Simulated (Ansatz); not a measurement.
AlN: single-point calculation

The run: single-point calculation of AlN (2 atoms in the cell). Method and program: DFT PBEsol, scalar-relativistic, plane waves, PAW, PAW set soft_1, no spin polarisation (Ansatz 0.2.0).

The structure derives from a Materials Project entry. Figures and captions count atoms from 1; the log counts them from 0 in places.

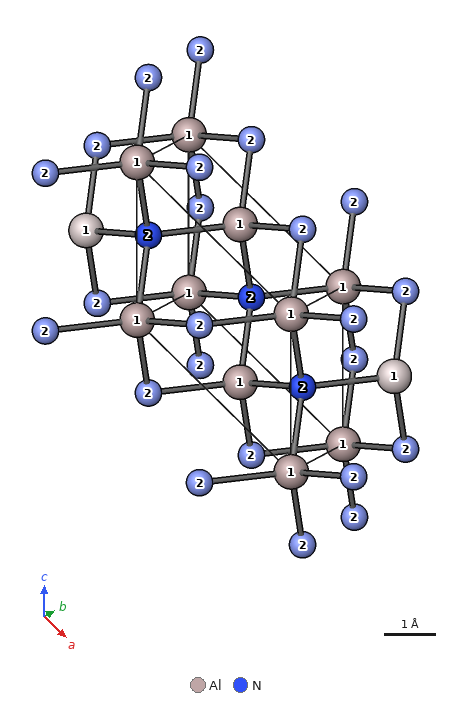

Fig. 1: The structure as given in the input (ball-and-stick view of the cell 2 times as large as that of the calculation, set on its symmetry axes, seen slightly off an axis; neighbours outside the cell are drawn fainter; atoms are numbered from 1 in the order of the input).

### Input file
```yaml
crystal:
  lattice:
    - [0.0, 2.290866945, 2.1375515447]
    - [2.1375515447, 0.0, 2.1375515447]
    - [2.1375515447, 2.290866945, 0.0]
  atoms:
    - { symbol: Al, position: [-0.0112666392, 0.0112666392, 0.0112666392] }
    - { symbol: "N", position: [0.77170281, 0.72829719, 0.72829719] }
basis:
  ecutwfc: 520.0
kpoints:
  mp_grid: { grid: [10, 10, 10] }
hamiltonian:
  xc: pbesol
  pseudopotentials: { kind: paw, azcp: { folder: soft_1 } }
scf:
  occupations: { method: gaussian, width: 0.05 }
output:
  forces: true
  stress: true
  eigenvalues: true
  write_density: true
  write_potential: true
  elf: true
  volumetric_format: npy
```

Hardware: 1 thread of Intel Xeon (Granite Rapids), 32 GiB of memory available, shared host.

Launch command:
```bash
ansatz run input.yaml --threads 1 --pin off --max-ram 2048MiB --backend cpu --events-out ev --progress --plain --runs-dir out
```

### Output
```
Warning: [file] the record states the generating functional pbe (its physics header spells it `PBE`), which answers neither for hamiltonian.xc's functional nor for the pbesol family's — results may be inconsistent (PPs are generated against a specific XC)
Warning: [file] the record states the generating functional pbe (its physics header spells it `PBE`), which answers neither for hamiltonian.xc's functional nor for the pbesol family's — results may be inconsistent (PPs are generated against a specific XC)
Engine: ansatz 0.2.0, x86_64-unknown-linux-gnu
Pseudopotentials: kind: paw
Pseudopotential: Al, paw, valence charge 3, recommended cutoff 420 eV (normal), [file]
Pseudopotential: N, paw, valence charge 5, recommended cutoff 420 eV (normal), [file]
Functional definition: PBEsol
  exchange = pbesol_x
  correlation = pbesol_c
Crystal: 2 atoms, lattice volume = 20.935 Å³
Basis set: ecut = 520 eV, 549 PW (Γ), exchange–correlation on 48×48×48 points (8 copies of the dense FFT grid, shifted against one another)
Bands: 8, of which v1, the nominal top of the filled ones, is band 4 counted from 1 (3 counted from 0)
Symmetry: 2 space group operations
Space group: C2 (ITA 5), of the structure as read, at distance tolerance 2.8e-5 Å
k-points: 282 of 1000 (time reversal used)
Non-local potential: Al, projectors of the file, l = 0: 2, l = 1: 2, l = 2: 1
Non-local potential: N, projectors of the file, l = 0: 2, l = 1: 2, l = 2: 1
PAW form: soft (Blöchl's): semilocal exchange-correlation on the pseudo side does not see the compensation charge
PAW frozen core: Al, regenerated for the run's functional, and the local potential with it (the file was generated under x = pbe(κ = 0.804, μ = 0.2195149727645171), c = pbe(β = 0.06672455060314922))
PAW frozen core: N, regenerated for the run's functional, and the local potential with it (the file was generated under x = pbe(κ = 0.804, μ = 0.2195149727645171), c = pbe(β = 0.06672455060314922))
PAW one-centre angular grid: Al, 110 points (default); XC on 64 Gauss nodes
PAW one-centre angular grid: N, 110 points (default); XC on 64 Gauss nodes
Initial density: superposition of atomic densities (chi_scale 0.1, normalization cell, long waves kept (reshape's long-wave potential 0.00 eV rms))
Initial wavefunctions: pseudopotential atomic-orbital guess
Functional: x = pbesol(κ = 0.804, μ = 0.12345679012345678), c = pbesol(β = 0.046)
SCF iter   1: F=—  HF=-907.143091 eV  |F-HF|=—  |Δ(HF+E_count)|=         —  Δρ=1.32e-1  dr2=4.49e0  ethr=3.10e-3  ⟨swp⟩=4.3  Hψ=16354  notcnv=0
preconditioner: auto → none  [insulator: Δε(μ)=4.943 eV  Ē_g=16.361 eV  σ=0.050 eV  W_gap=1.00  n_scr=0 (ndim 8)  ℏωp=23.0 eV  f_vac=0.000  D(μ)=0.00/eV (n_scr^D=0)  ε∞_Penn≈3.0]
SCF iter   2: F=—  HF=-905.976691 eV  |F-HF|=—  |Δ(HF+E_count)|=    1.17e0  Δρ=7.53e-2  dr2=7.16e-1  ethr=3.10e-3  ⟨swp⟩=3.0  Hψ=7544  notcnv=0
SCF iter   3: F=—  HF=-905.769592 eV  |F-HF|=—  |Δ(HF+E_count)|=   2.07e-1  Δρ=2.25e-2  dr2=5.36e-2  ethr=3.10e-3  ⟨swp⟩=2.3  Hψ=5355  notcnv=0
SCF iter   4: F=—  HF=-905.755005 eV  |F-HF|=—  |Δ(HF+E_count)|=   1.46e-2  Δρ=1.07e-3  dr2=1.20e-4  ethr=6.71e-4  ⟨swp⟩=2.0  Hψ=3720  notcnv=0
SCF iter   5: F=—  HF=-905.754968 eV  |F-HF|=—  |Δ(HF+E_count)|=   3.69e-5  Δρ=3.27e-4  dr2=6.08e-6  ethr=1.50e-6  ⟨swp⟩=2.2  Hψ=3286  notcnv=0
SCF iter   6: F=—  HF=-905.754958 eV  |F-HF|=—  |Δ(HF+E_count)|=   9.63e-6  Δρ=5.77e-5  dr2=3.41e-7  ethr=7.60e-8  ⟨swp⟩=2.3  Hψ=3205  notcnv=0
SCF iter   7: F=-905.754958 eV  HF=-905.754958 eV  |F-HF|=4.84e-10  |Δ(HF+E_count)|=   1.06e-7  Δρ=7.04e-6  dr2=5.00e-9  ethr=1.25e-9  ⟨swp⟩=8.7  Hψ=14844  notcnv=0
SCF 1 converged in 7 iterations: F = -905.754958 eV  dr2 = 5.00e-9
  greatest PAW one-centre occupation: 0.788 electrons in one spin orbital (limit 2), on the N atom at site 1 (counted from 0), in its partial waves of l = 0
SCF converged after 7 iterations
Free energy (F): -905.754958 eV
Harris-Foulkes:  -905.754958 eV  (|F-HF|=4.84e-10)
Internal energy: -905.754958 eV  (E = F + TS)
E sigma→0 (E₀):  -905.754958 eV
Fermi energy:    8.543371 eV
--- Per-component energies (eV) ---
  E_band       = 14.259614
  E_kinetic    = 155.922870
  E_local      = -208.848497  (includes V_loc(G=0)·N_el)
  E_nonlocal   = 45.082230
  E_hartree    = 76.353399
  E_xc         = -97.934600
  E_vxc        = -106.415868  (∫ρ·V_xc dr)
  E_paw        = -580.437264  (= ΣΔE_a)
  E_vpaw       = -24.188346  (= ΣTr[D̂ρ^β])
  E_aug_tail   = -0.000030  (compensation charges beyond the density's cutoff)
  E_ewald      = -295.940304
  E_core_change = 0.047238  (= ΣΔE_core)
  E_smearing   = -0.000000  (= −TS)
  E_closure    = 0.000000  (closes the sum)
  Σ components = -905.754958   (vs F -905.754958, Δ=0.00e0)
--- Forces (eV/Å), atoms counted from 1 ---
  atom   1  Al    -1.88383759     0.00000000     0.00000000
  atom   2  N      1.88380049    -0.00000000     0.00000000
  max |Σ_I F_I| component: 3.71e-5 eV/Å
--- Stress (GPa, compression-positive) ---
        3.189069       0.000000       0.000000
        0.000000      -3.593352      -9.861574
        0.000000      -9.861555       6.936859
  P = ⅓ Tr σ = 2.1775 GPa (21.775 kbar)
--- Band table (eV; the first three rows and the last of 282) ---
  k-point 0: bands = ["-8.0972", "6.3607", "6.9601", "7.1645", "10.8350", "19.2188", "19.2705", "19.2940"]
  k-point 1: bands = ["-7.9491", "5.7354", "6.7678", "7.0969", "11.4631", "18.6069", "19.3513", "19.6787"]
  k-point 2: bands = ["-7.5269", "4.2293", "6.5755", "6.9679", "12.5436", "17.6375", "19.1101", "19.8781"]
  k-point 281: bands = ["-5.2892", "2.1016", "4.8763", "4.9163", "9.9222", "14.7844", "20.8427", "21.2554"]
```

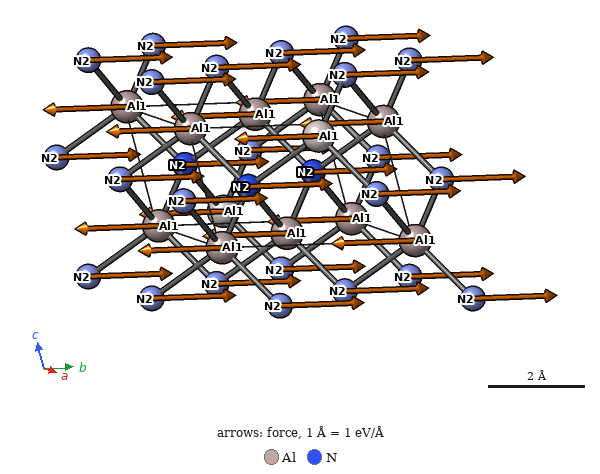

Fig. 2: Forces on the atoms as orange arrows (ball-and-stick view of the cell 2 times as large as that of the calculation, set on its symmetry axes, seen slightly off an axis; neighbours outside the cell are drawn fainter; atoms are numbered from 1 in the order of the input). The largest act on Al1 (1.88 eV/Å); N2 (1.88 eV/Å). The geometry is not a stationary point of this energy.

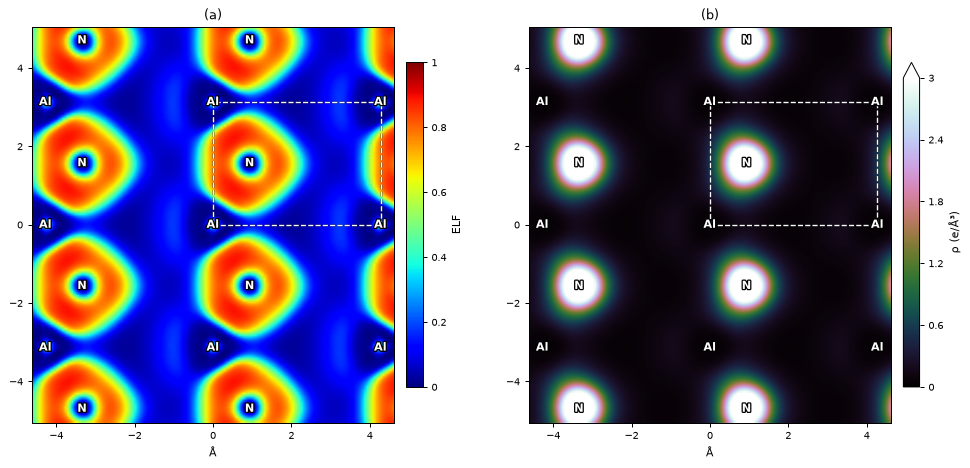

Fig. 3: (a) electron localisation function; (b) valence pseudo-density on the (100) plane of the conventional cell. Atoms in the plane: Al and N. Al–N (1.82 Å): ρ is about 0.77 e/Å³ halfway; the ELF is about 0.85 at the midpoint. Away from the nuclei the density in this plane falls to 0.05 e/Å³ at its lowest. The fields are those of the smooth PAW valence density.

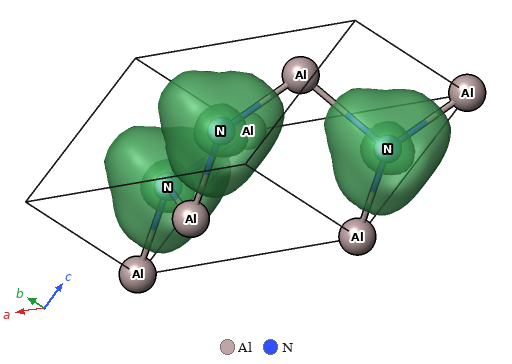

Fig. 4: Isosurface of the electron localisation function at 0.7 (green), seen at an oblique angle. Only the valence region is drawn (cores and ρ < 0.01 e/Å³ removed). Sticks mark near contacts. The outline is the cell set on symmetry axes. Values along the shortest contacts:

### Key numbers

```csv
quantity,value
outcome,converged
space group (tolerance 0.01 Å),C2 (5)
electrons treated,8
free energy,−905.7550 eV
Fermi energy,8.543 eV
gap on the k-point mesh,2.76 eV
pressure,2.18 GPa
largest force (length of the vector),1.884 eV/Å
wall time,4.3 s
peak memory,0.44 GiB
```

### Remarks

The program warns: the PAW datasets were made with another functional.
